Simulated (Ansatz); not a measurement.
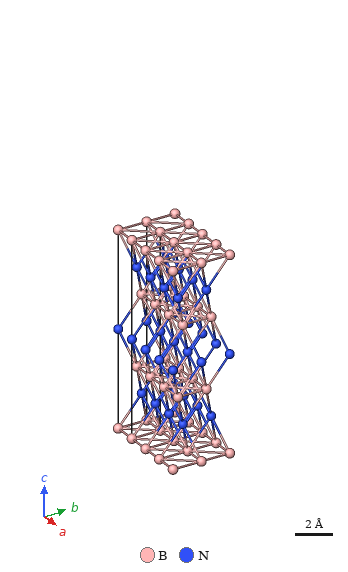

A crystal of BN (built on the CuPt (L1_1)_166 type) (coarse preliminary run), before the relaxation. A ball-and-stick model of the conventional cell (3 times the calculation's cell), repeated 4 × 2 × 1 with one cell outlined, seen slightly off an axis. Lengths and directions refer to the drawn axes.

Case: CuPt (L1_1) type (R-3m, No. 166).

Theory: Ansatz 0.2.0, DFT PBE, scalar-relativistic, plane waves, PAW.

Input
```yaml
crystal:
  lattice:
    - [1.1790095309, 0.68070147, 3.7553636911]
    - [-1.1790095309, 0.68070147, 3.7553636911]
    - [0.0, -1.3614029401, 3.7553636911]
  atoms:
    - { symbol: B, position: [0.0, 0.0, 0.0] }
    - { symbol: "N", position: [0.5, 0.5, 0.5] }
basis:
  ecutwfc: 420
kpoints:
  mp_grid: { grid: [12, 12, 12] }
hamiltonian:
  xc: pbe
scf:
  occupations: { method: gaussian, width: 0.1 }
  lower_state_search: "off"
output:
  forces: true
  stress: true
  eigenvalues: true
relax:
  adjacent_minimum: "off"
  f_tol: 0.04
  max_steps: 70
  cell: { stress_tol: 0.4 }
```

Command:
```bash
ansatz run input.yaml --threads 1 --pin off --max-ram 2560MiB --backend cpu --events-out ev --progress --plain --runs-dir out
```

**Where does the relaxation end?**

After 34 accepted moves (41 points after the start) the energy has fallen by 1.312 eV per cell of the calculation. All forces vanish by symmetry, so only the cell relaxes. Pressure: −31.67 GPa at the start and 0.07 GPa at the end. The line search rejected the trial step at point 11 of the run. The SCF was repeated 6 times at an unchanged geometry on a basis and grid sized afresh for the cell, which shifted the energy by 64.6 meV per cell of the calculation at most. No atom moves by more than 0.005 Å relative to the cell. Cell: a = b 2.358 → 1.816 Å (−23.0 %), c 11.266 → 22.010 Å (+95.4 %). Volume +15.9 %. Near-neighbour distances that change, for instance: B1–N2 2.319 → 3.815 Å, N2–N2 2.358 → 1.816 Å, B1–B1 2.358 → 1.816 Å. The space group stays R-3m (No. 166).

The structure at the end:

```xyz
2
Lattice="0.9080 0.5242 7.3365 -0.9080 0.5242 7.3365 0.0000 -1.0485 7.3365" Properties=species:S:1:pos:R:3 pbc="T T T"
B     0.0000   -1.0485    7.3365
N     0.0000    0.0000   11.0048
```

After the run, drawn alike:

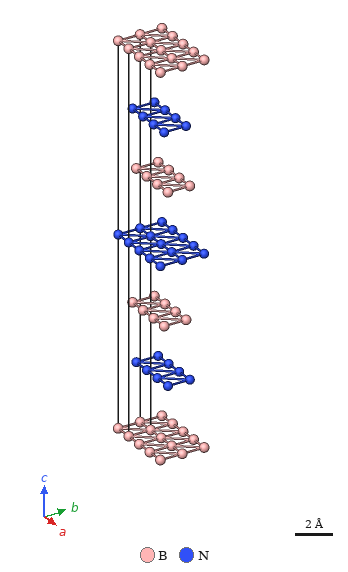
